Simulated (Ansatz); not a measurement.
## A series of single points on Y

System: Y (R-3m, 3 atoms in the cell).
Method: Kohn-Sham DFT of a periodic cell, PBE, Ansatz PAW, no spin polarisation (Ansatz 0.2.0).

The 5 runs differ only in the geometry, by an even scaling of the cell at fixed fractional positions. The structure derives from a Materials Project entry.

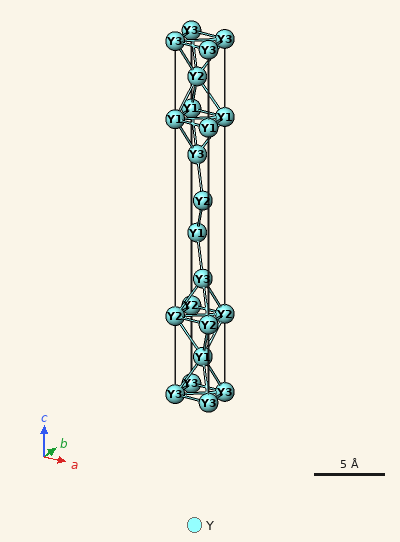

Figure 1. The structure of run 3 (ball-and-stick view of the cell 3 times as large as that of the calculation, set on its symmetry axes, seen slightly off an axis; atoms are numbered from 1 in the order of the input).

## Input of run 3
```yaml
crystal:
  lattice:
    - [1.8253862983, 1.0538872707, 8.7249510165]
    - [-1.8253862983, 1.0538872707, 8.7249510165]
    - [0.0, -2.1077745414, 8.7249510165]
  atoms:
    - { symbol: "Y", position: [0.77887555, 0.77887555, 0.77887555] }
    - { symbol: "Y", position: [0.22112445, 0.22112445, 0.22112445] }
    - { symbol: "Y", position: [0.0, 0.0, 0.0] }
hamiltonian:
  xc: pbe
  pseudopotentials: { kind: paw }
kpoints:
  mp_grid: { grid: [9, 9, 9] }
scf:
  occupations: { method: fermi_dirac, width: 0.05 }
output:
  forces: true
  stress: true
  eigenvalues: true
```

Command:
```bash
ansatz run input.yaml --threads 2 --pin off --max-ram 5120MiB --backend cpu --events-out ev --progress --plain --runs-dir out
```

Lattice vectors (Å) and fractional positions of run 3:
```
   1.825386    1.053887    8.724951
  -1.825386    1.053887    8.724951
   0.000000   -2.107775    8.724951
Y   0.778876  0.778876  0.778876
Y   0.221124  0.221124  0.221124
Y   0.000000  0.000000  0.000000
```

Run 4 differs from it as follows:
```diff
-    - [1.8253862983, 1.0538872707, 8.7249510165]
-    - [-1.8253862983, 1.0538872707, 8.7249510165]
-    - [0.0, -2.1077745414, 8.7249510165]
+    - [1.8374753016, 1.06086686, 8.782733833]
+    - [-1.8374753016, 1.06086686, 8.782733833]
+    - [0.0, -2.12173372, 8.782733833]
```

## Results, with one run withheld

```tsv
run	volume per atom (Å³)	free energy per atom, from the lowest run given (meV)	pressure (GPa)
1	31.555	3.91	1.35
2	32.898	0.00	−0.36
3	33.569	3.11	−1.11
4	34.241	?	?
5	35.583	29.57	−3.02
```

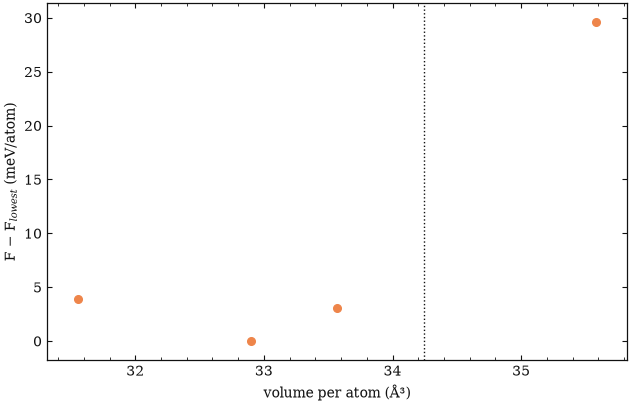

Figure 2. Free energy per atom of the runs given; the dotted line marks run 4.

Fit the runs given and predict run 4.

A quadratic polynomial in V^(−2/3) (the Birch–Murnaghan form), fitted to the 4 runs given, misses them by at most 0.04 meV per atom. With x = V^(−2/3) − 0.09652 Å⁻², it reads F = 1.7528 − 2884 x + 9.6094e+05 x² (meV per atom). At run 4 it gives 9.34 meV per atom, and the run itself gives 9.24. The slope of the fit gives a pressure −dF/dV of −1.81 GPa there, and the run prints −1.80 GPa. The fit has its minimum at 32.585 Å³ per atom, where V d²F/dV² gives 40.4 GPa. Cell shape and fractional positions are held, so this is the stiffness under even scaling; the relaxed bulk modulus wasn't computed.

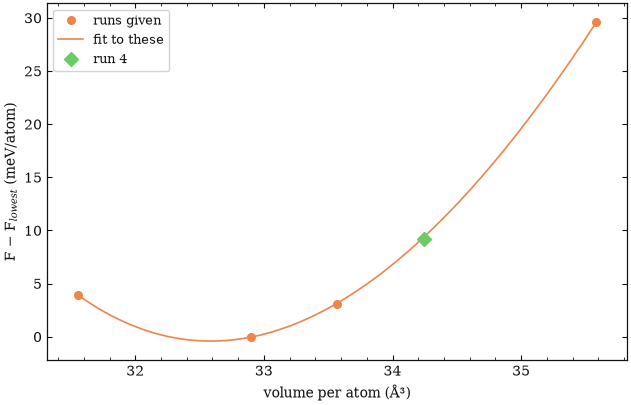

Figure 3. The fit and the withheld run.

## Output, shortened to warnings, some set-up lines, iterations and results (run 4)
```
Basis set: ecut = 420 eV, 2033 PW (Γ), FFT grids on a1−a3, a2−a3, a3, exchange–correlation on 50×50×128 points (8 copies of the dense FFT grid, shifted against one another)
Symmetry: 12 space group operations
k-points: 85 of 729
Initial density: superposition of atomic densities (neutral atoms: chi_scale 0, normalization atom), corrected by the library's trained network
[...]
SCF iter   1: F=—  HF=-11545.986538 eV  |F-HF|=—  |Δ(HF+E_count)|=         —  Δρ=1.79e-3  dr2=8.09e-3  ethr=1.77e-3  ⟨swp⟩=4.5  Hψ=7271  notcnv=0
SCF iter   2: F=—  HF=-11545.985761 eV  |F-HF|=—  |Δ(HF+E_count)|=   7.77e-4  Δρ=1.01e-3  dr2=1.16e-3  ethr=2.45e-5  ⟨swp⟩=2.2  Hψ=3290  notcnv=0
SCF iter   3: F=—  HF=-11545.986211 eV  |F-HF|=—  |Δ(HF+E_count)|=   4.51e-4  Δρ=3.24e-4  dr2=2.51e-4  ethr=3.51e-6  ⟨swp⟩=1.8  Hψ=1990  notcnv=0
SCF iter   4: F=—  HF=-11545.986235 eV  |F-HF|=—  |Δ(HF+E_count)|=   2.33e-5  Δρ=6.78e-5  dr2=5.59e-6  ethr=7.62e-7  ⟨swp⟩=1.1  Hψ=1810  notcnv=0
SCF iter   5: F=—  HF=-11545.986232 eV  |F-HF|=—  |Δ(HF+E_count)|=   2.17e-6  Δρ=1.65e-5  dr2=3.90e-7  ethr=1.69e-8  ⟨swp⟩=3.0  Hψ=3437  notcnv=0
SCF iter   6: F=-11545.986232 eV  HF=-11545.986232 eV  |F-HF|=3.13e-8  |Δ(HF+E_count)|=   3.31e-9  Δρ=5.48e-6  dr2=6.32e-8  ethr=3.03e-10  ⟨swp⟩=4.9  Hψ=6315  notcnv=0
SCF 1 converged in 6 iterations: F = -11545.986232 eV  dr2 = 6.32e-8
SCF converged after 6 iterations
Free energy (F): -11545.986232 eV
Harris-Foulkes:  -11545.986232 eV  (|F-HF|=3.13e-8)
Internal energy: -11545.942163 eV  (E = F + TS)
E sigma→0 (E₀):  -11545.964198 eV
Entropy (-TS):   -0.044069 eV (-14.690 meV/atom)
Fermi energy:    8.903233 eV
--- Per-component energies (eV) ---
  E_band       = -382.762943
  E_kinetic    = 910.973169
  E_local      = -1889.053620  (includes V_loc(G=0)·N_el)
  E_nonlocal   = 150.164005
  E_hartree    = 599.427783
  E_xc         = -517.635482
  E_vxc        = -594.024927  (∫ρ·V_xc dr)
  E_paw        = -8475.954402  (= ΣΔE_a)
  E_vpaw       = -159.674429  (= ΣTr[D̂ρ^β])
  E_aug_tail   = 0.000009  (compensation charges beyond the density's cutoff)
  E_ewald      = -2323.863626
  E_smearing   = -0.044069  (= −TS)
  E_closure    = -0.000000  (closes the sum)
  Σ components = -11545.986232   (vs F -11545.986232, Δ=0.00e0)
--- Forces (eV/Å), atoms counted from 1 ---
  atom   1  Y     -0.00000000    -0.00000000    -0.07115760
  atom   2  Y      0.00000000     0.00000000     0.07115760
  atom   3  Y     -0.00000000    -0.00000000     0.00000000
  max |Σ_I F_I| component: 2.31e-18 eV/Å
--- Stress (GPa, compression-positive) ---
       -1.757542       0.000000      -0.000000
        0.000000      -1.757542      -0.000000
       -0.000000       0.000000      -1.889459
  P = ⅓ Tr σ = -1.8015 GPa (-18.015 kbar)
```
